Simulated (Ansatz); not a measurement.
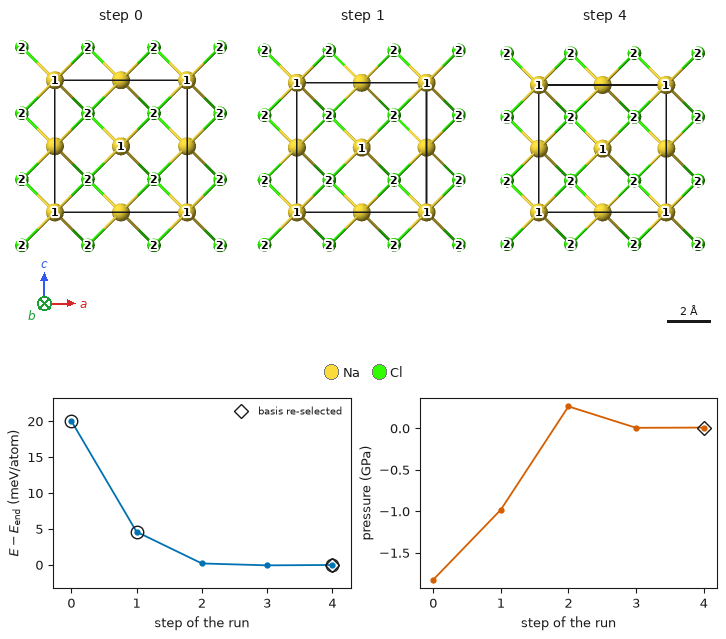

Frames of a relaxation of crystalline NaCl (built on the zincblende type), marked on the history of the run. A ball-and-stick model of the conventional cell (4 times the calculation's cell), seen along the b axis. Lengths and directions refer to the drawn axes.

Level of theory: DFT, LDA, plane waves, PAW in Ansatz. Set-up: plane-wave cutoff 420 eV; k-point mesh 6 × 6 × 6; occupations fermi dirac; smearing width 0.02 eV; no spin polarisation; cell and atoms relaxed; force threshold 0.005 eV/Å.

What happens along the run?

Answer. No atom moves by more than 0.005 Å relative to the cell. The volume changes by −10.5 %, with a = b = c 6.253 → 6.027 Å (−3.6 %). Among the contacts that change: Na1–Cl2 2.708 → 2.610 Å. The space group stays F-43m (No. 216). After 3 accepted moves (4 points after the start) the energy has fallen by 20.1 meV per atom. All forces vanish by symmetry, so only the cell relaxes. The pressure goes from −1.82 to 0.01 GPa. The SCF was repeated once at an unchanged geometry on a basis and grid sized afresh for the cell, which shifted the energy by 0.1 meV per atom at most. From step 0 to 1: volume −5.7 %, energy −15.5 meV per atom. From step 1 to 4: volume −5.1 %, energy −4.6 meV per atom.
